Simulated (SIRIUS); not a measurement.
**A series of single points on PbSe**

System: PbSe (Pm-3m, 2 atoms in the cell).
Method: Kohn-Sham DFT of a periodic cell, PBEsol, dojo-sr-pbesol-0.4.1-standard, no spin polarisation (SIRIUS 7.10.0).

The 7 runs differ only in the geometry, by an even scaling of the cell at fixed fractional positions. The structure derives from a Materials Project entry.

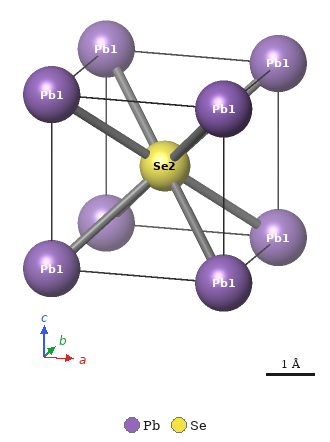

Figure 1. The structure of run 4 (ball-and-stick view of the cell of the calculation, seen slightly off an axis; atoms are numbered from 1 in the order of the input). An atom can appear more than once, as a periodic image.

## Input of run 4
```
{
  "control": {
    "processing_unit": "cpu",
    "verbosity": 2,
    "num_bands_to_print": 23,
    "print_forces": true,
    "print_stress": true
  },
  "parameters": {
    "electronic_structure_method": "pseudopotential",
    "xc_functionals": ["XC_GGA_X_PBE_SOL", "XC_GGA_C_PBE_SOL"],
    "gk_cutoff": 9.3,
    "pw_cutoff": 18.6,
    "ngridk": [7, 7, 7],
    "shiftk": [0, 0, 0],
    "smearing": "fermi_dirac",
    "smearing_width": 0.0018374661,
    "num_bands": 23,
    "num_mag_dims": 0,
    "num_dft_iter": 100,
    "energy_tol": 1e-08,
    "density_tol": 1e-06
  },
  "iterative_solver": {
    "type": "davidson",
    "min_tolerance": 1e-09,
    "tolerance_scale": [0.1, 0.25]
  },
  "mixer": {
    "type": "anderson",
    "beta": 0.7,
    "max_history": 8
  },
  "settings": {
    "tol_ne": 1e-10,
    "pseudo_grid_cutoff": 6.5
  },
  "unit_cell": {
    "lattice_vectors": [
      [7.151332147396, 0.0, 0.0],
      [0.0, 7.151332147396, 0.0],
      [0.0, 0.0, 7.151332147396]
    ],
    "atom_coordinate_units": "lattice",
    "atom_types": ["Pb", "Se"],
    "atom_files": {
      "Pb": "Pb.json",
      "Se": "Se.json"
    },
    "atoms": {
      "Pb": [
        [0.0, 0.0, 0.0]
      ],
      "Se": [
        [0.5, 0.5, 0.5]
      ]
    }
  }
}
```

Command:
```bash
upf_to_json Pb.upf
upf_to_json Se.upf
OMP_NUM_THREADS=1 sirius.scf --input=sirius.json --output=out.json --task=0
```

Run 6 has the same physical settings and fractional positions; its lattice vectors (Å) are:
```
   3.834121    0.000000    0.000000
   0.000000    3.834121    0.000000
   0.000000    0.000000    3.834121
```

## Results, with one run withheld

```csv
run,volume per atom (Å³),"free energy per atom, from the lowest run given (meV)",pressure (GPa)
1,25.472,0.00,−0.11
2,26.014,2.37,−1.28
3,26.556,8.45,−2.31
4,27.098,17.81,−3.22
5,27.640,30.07,−4.02
6,28.182,?,?
7,28.724,61.94,−5.36
```

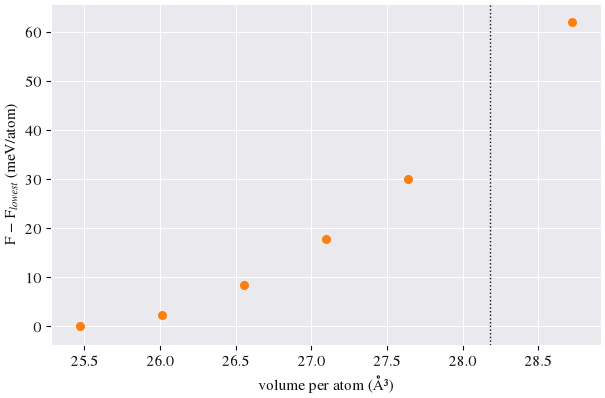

Figure 2. Free energy per atom of the runs given; the dotted line marks run 6.

Fit the runs given and predict run 6.

A cubic polynomial in V^(−2/3) (the Birch–Murnaghan form), fitted to the 6 runs given, misses them by under 0.01 meV per atom. With x = V^(−2/3) − 0.11144 Å⁻², it reads F = 13.688 − 6461.8 x + 7.4978e+05 x² + 2.8511e+06 x³ (meV per atom). At run 6 it gives 44.88 meV per atom, and the run itself gives 44.87. The slope of the fit gives a pressure −dF/dV of −4.72 GPa there, and the run prints −4.73 GPa. The fit has no minimum inside this range.

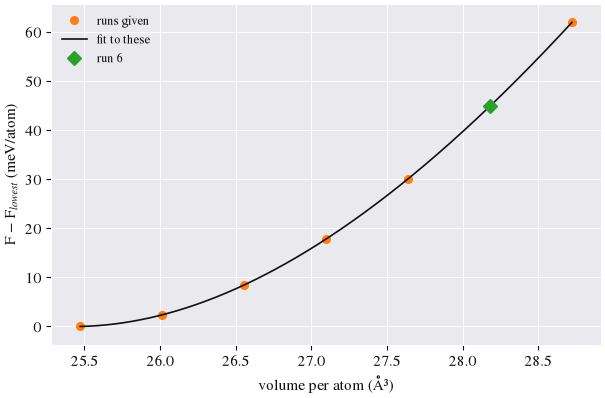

Figure 3. The fit and the withheld run.

## Some lines of the output (run 6)
```
[...]
[find] Total energy                   :    -191.39930059 (Ha),    -382.79860119 (Ry)
[find] Free energy (E-TS)             :    -191.39967972 (Ha),    -382.79935944 (Ry)
[find] Efermi                         :       0.34015359
[find] Total energy                   :    -191.39930047 (Ha),    -382.79860094 (Ry)
[find] Free energy (E-TS)             :    -191.39967979 (Ha),    -382.79935958 (Ry)
[find] Efermi                         :       0.34014684
[find] Total energy                   :    -191.39930056 (Ha),    -382.79860112 (Ry)
[find] Free energy (E-TS)             :    -191.39967977 (Ha),    -382.79935954 (Ry)
[find] Efermi                         :       0.34016332
[find] Total energy                   :    -191.39930041 (Ha),    -382.79860083 (Ry)
[find] Free energy (E-TS)             :    -191.39967978 (Ha),    -382.79935955 (Ry)
[find] Efermi                         :       0.34014763
[find] Total energy                   :    -191.39930041 (Ha),    -382.79860082 (Ry)
[find] Efermi                         :       0.34014689
```

Notes: Spin–orbit coupling is left out, which matters for Pb.
